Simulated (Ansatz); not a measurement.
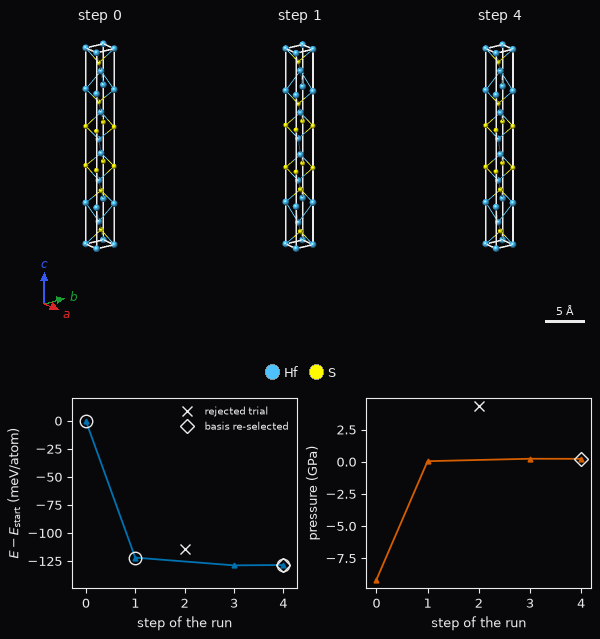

Frames of a relaxation of solid Hf$_{3}$S$_{2}$ (built on the tetradymite_166 type) (coarse preliminary run), marked on the history of the run. A ball-and-stick model of the conventional cell (3 times the calculation's cell), seen slightly off an axis. Lengths and directions refer to the drawn axes.

Case: anti-tetradymite type (R-3m, No. 166).

Level of theory: Ansatz, DFT PBE, scalar-relativistic, plane waves, PAW. Settings: plane-wave cutoff 420 eV; k-point mesh 6 × 6 × 6; occupations gaussian; smearing width 0.1 eV; no spin polarisation; cell and atoms relaxed; force threshold 0.04 eV/Å; at most 70 steps.

Q: What happens along the run?

A: The largest moves relative to the cell, 0.15 Å, are those of S atoms. Largest moves by element: S 0.15 Å, Hf 0.09 Å. The drawn cell changes as follows: a = b 3.707 → 3.545 Å (−4.4 %), c 25.773 → 25.682 Å (−0.4 %); the volume changes by −8.8 %. Some distances before and after: Hf–S 2.744 → 2.572 Å, Hf–Hf 3.075 → 3.142 Å, Hf–S 2.598 → 2.556 Å. Bond angles that change, for instance: Hf–Hf–Hf 74.1° → 68.7°, Hf–Hf–S 96.9° → 101.2°, Hf–S–Hf 175.8° → 179.5°. The space group stays R-3m (No. 166). The energy falls by 128 meV per atom in 2 accepted moves (4 points after the start). Largest force component: 1.3 eV/Å at the start, 0.019 eV/Å at the end. Pressure: −9.17 GPa at the start and 0.23 GPa at the end. The line search rejected the trial step at point 2 of the run. The SCF was repeated once at an unchanged geometry on a basis and grid sized afresh for the cell, which shifted the energy by 0.3 meV per atom at most. Cost: 30 s on 1 thread of Intel(R) Xeon(R) 6975P-C (Granite Rapids), with other jobs on the host, peak memory 0.5 GiB. From step 0 to 1: S atoms move most (0.19 Å), volume −8.5 %, energy −122 meV per atom. From step 1 to 4: Hf atoms move most (0.05 Å), volume −0.3 %, energy −6.6 meV per atom.

| step | E − E(0), meV/atom | largest force component, eV/Å | pressure, GPa | volume, Å³/atom | note |
| --- | --- | --- | --- | --- | --- |
| 0 | 0.00 | 1.2781 | -9.17 | 20.443 |  |
| 1 | -121.88 | 0.3944 | 0.05 | 18.700 |  |
| 2 | -114.46 | 0.7533 | 4.31 | 18.146 | rejected |
| 3 | -128.76 | 0.0189 | 0.24 | 18.636 |  |
| 4 | -128.45 | 0.0190 | 0.23 | 18.636 | same geometry, new basis |
